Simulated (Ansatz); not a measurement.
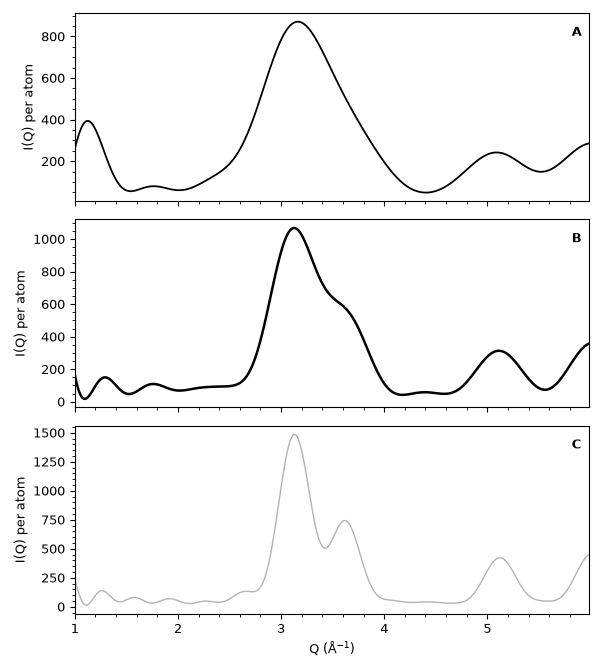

X-ray scattering of spheres cut from the crystal structure of Ni (Fm-3m, a = 3.463 Å, b = 3.463 Å, c = 3.463 Å, α = 90.00°, β = 90.00°, γ = 90.00°), calculated atom by atom with the Debye equation (B = 0.5 Å², no relaxation of the surface). Structure used: the geometry relaxed with DFT PBEsol, scalar-relativistic, plane waves, PAW in Ansatz 0.2.0; the starting structure was generated, so it need not be a known form of this composition.

The spheres are 10, 14 and 20 Å across. Which curve is which?

curve A: 10 Å (55 atoms); curve B: 14 Å (141 atoms); curve C: 20 Å (381 atoms). Peak widths go roughly as 2π/D, so the largest sphere has the sharpest peaks.

Index the main peaks of the largest sphere.

Q ≈ 3.13 Å⁻¹: 111; Q ≈ 3.62 Å⁻¹: 200; Q ≈ 5.12 Å⁻¹: 220.
